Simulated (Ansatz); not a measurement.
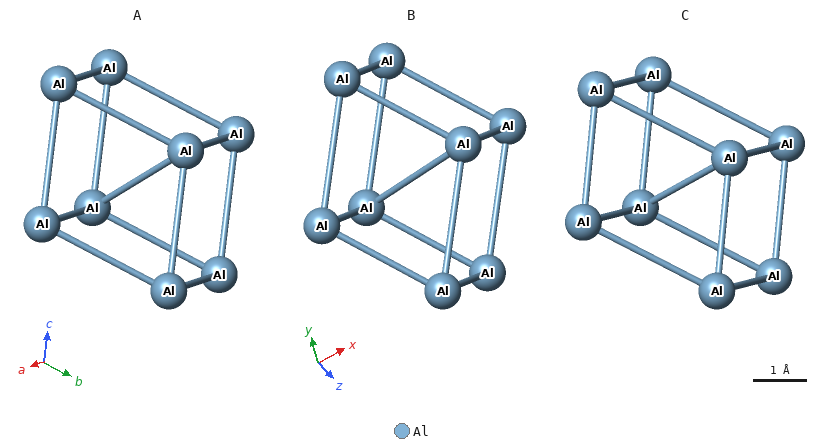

A scan of a crystal of Al (Im-3m): the cell is strained in shear in the xy plane, with the atoms kept at their fractional coordinates. x, y and z are the Cartesian axes of the input. Style: ball-and-stick. Shown: the cell of the calculation, slightly off an axis.

The calculation used DFT r2SCAN, scalar-relativistic, plane waves, PAW (Ansatz 0.2.0). (plane-wave cutoff 500 eV; k-point mesh 26 × 26 × 26; occupations gaussian; smearing width 0.15 eV; no spin polarisation). Energies (free energies at the smearing named) are counted from the relaxed crystal.

Q: Order these geometries by energy, lowest first.

A: Lowest first: A (the strain 0.00, 0.0 meV/atom), B (the strain 0.1312, 50.1 meV/atom), C (the strain −0.15, 66.5 meV/atom). Over the whole scan: the lowest computed point lies at the strain 0.00 (0.0 meV/atom). At the ends of the scan the energy is 66.5 meV/atom (−0.15) and 66.5 meV/atom (0.15). The distortion takes the space group from Im-3m to Fmmm. At the strain −0.15 the cell of the drawing goes a 2.762 → 2.901 Å, b 2.762 → 2.901 Å, c 2.762 → 2.625 Å, γ 109.5° → 113.3°.
